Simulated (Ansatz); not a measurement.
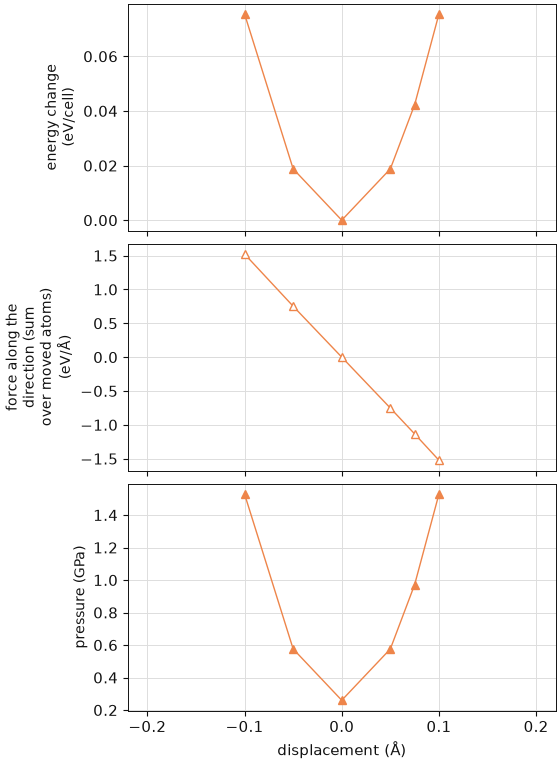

The picture above shows the energy change, force along the direction (sum over moved atoms) and pressure against displacement for AlN, space group F-43m (No. 216).

Structure:
```xyz
2
Lattice="0.0000 2.1840 2.1840 2.1840 0.0000 2.1840 2.1840 2.1840 0.0000" Properties=species:S:1:pos:R:3 pbc="T T T"
Al    0.0000    0.0000    0.0000
N     3.2760    3.2760    3.2760
```

Computed with Ansatz 0.2.0: all atoms of one element of a crystal moved along a line, all else fixed, by plane-wave density functional theory with PAW datasets, free energies less that of the undisturbed cell, pressure positive in compression; scalar-relativistic. Level: r2SCAN, no spin polarisation.

- wave cutoff: 500 eV
- k mesh: 10×10×10
- occupations: Gaussian
- smearing width: 0.05 eV
- k shift: (0, 0, 0) (mesh steps)
- start: as given
- moved element: Al
- direction: (0.7071, −0.7071, 0) (Cartesian unit vector)

The points at displacement −0.15, −0.05, 0.1 and 0.2 follow from computed ones by symmetry.

The points at displacement −0.200 Å, −0.150 Å, 0.125 Å, 0.150 Å, 0.175 Å and 0.200 Å are left out of the plot. What values does the calculation give there?

| displacement (Å) | energy change (eV/cell) | force along the direction (sum over moved atoms) (eV/Å) | pressure (GPa) |
| --- | --- | --- | --- |
| −0.200 | 0.3096 | 3.19 | 5.420 |
| −0.150 | 0.1717 | 2.33 | 3.135 |
| 0.125 | 0.1186 | −1.92 | 2.249 |
| 0.150 | 0.1717 | −2.33 | 3.135 |
| 0.175 | 0.2353 | −2.76 | 4.190 |
| 0.200 | 0.3096 | −3.19 | 5.420 |

Keep in mind: reference crystal is not relaxed.
